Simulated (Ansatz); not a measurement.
Structure (in its standard cell), the end point of a relaxation with DFT PBEsol, scalar-relativistic, plane waves, PAW (Ansatz); the starting structure was generated, so it need not be a known form of this composition:

```
Ti
1.0
     3.69345    0.00000    0.00000
     0.00000    4.00083    0.00000
     0.00000    0.00000    9.64070
Ti
8
Direct
  0.50000 0.00000 0.35106
  0.00000 0.00000 0.14894
  0.50000 0.50000 0.85106
  0.00000 0.50000 0.64894
  0.00000 0.00000 0.85106
  0.50000 0.00000 0.64894
  0.00000 0.50000 0.35106
  0.50000 0.50000 0.14894
```

**Predict the [011] zone-axis pattern (200 kV, kinematic, B = 1 Å²).**

The spots form a centred rectangular net (close to square) with both shortest vectors at d = 2.61 Å, 90.0° apart. They are 1 -1 1 and 1 1 -1. The pattern has symmetry 2mm. The lattice centring (F) removes all reflections that break h + k = 2n, h + l = 2n.

Strongest reflections with d > 0.80 Å, one of each family (|F|² from tabulated Gaussian fits of the electron scattering factors, times a small damping for the curvature of the Ewald sphere):

```
   hkl  d (Å)  I (strongest = 100)
 2 0 0  1.847                  100
1 1 -1  2.612                   77
1 3 -3  1.168                   24
 4 0 0  0.923                   11
3 1 -1  1.168                   10
0 2 -2  1.848                    9
```

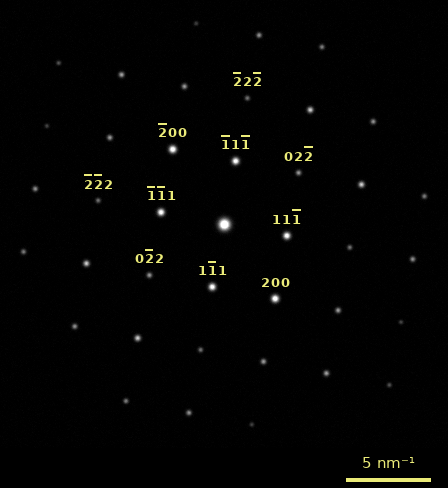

Calculated pattern, seen from the source side with [011] pointing towards the source.
